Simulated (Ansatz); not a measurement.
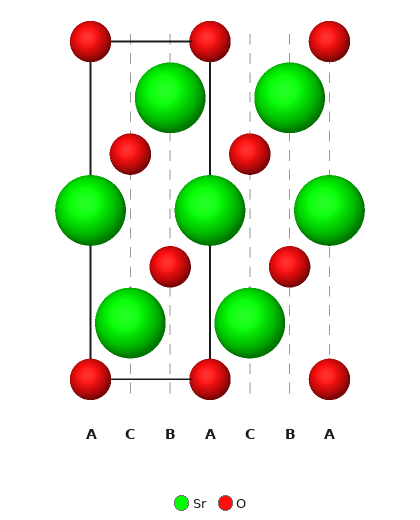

Projection along an edge of the hexagonal mesh, stacking direction [111] upwards. The dashed lines mark the three columns A (0, 0), B (1/3, 2/3) and C (2/3, 1/3). The box is the hexagonal cell of the face-centred cubic lattice. The sequence starts with the first layer at or above the cell's origin.

SrO: a calculation's input that goes back to an entry of the Crystallography Open Database (an earlier step may have relaxed or displaced it).

**List the layers of one repeat.**

O(A) – Sr(C) – O(B) – Sr(A) – O(C) – Sr(B) (six layers in 8.94 Å).

**How are the O layers alone stacked?**

O layers alone: ABC, the cubic close-packed type.

**Which positions between or in the O layers do the other atoms fill?**

Sr: three octahedral sites in each hexagonal cell.

Heights of the layers:

```json
{"layer": "1", "atoms (column)": "O(A)", "height (Å)": "0.00", "to next (Å)": "1.49"}
{"layer": "2", "atoms (column)": "Sr(C)", "height (Å)": "1.49", "to next (Å)": "1.49"}
{"layer": "3", "atoms (column)": "O(B)", "height (Å)": "2.98", "to next (Å)": "1.49"}
{"layer": "4", "atoms (column)": "Sr(A)", "height (Å)": "4.47", "to next (Å)": "1.49"}
{"layer": "5", "atoms (column)": "O(C)", "height (Å)": "5.96", "to next (Å)": "1.49"}
{"layer": "6", "atoms (column)": "Sr(B)", "height (Å)": "7.45", "to next (Å)": "1.49"}
```
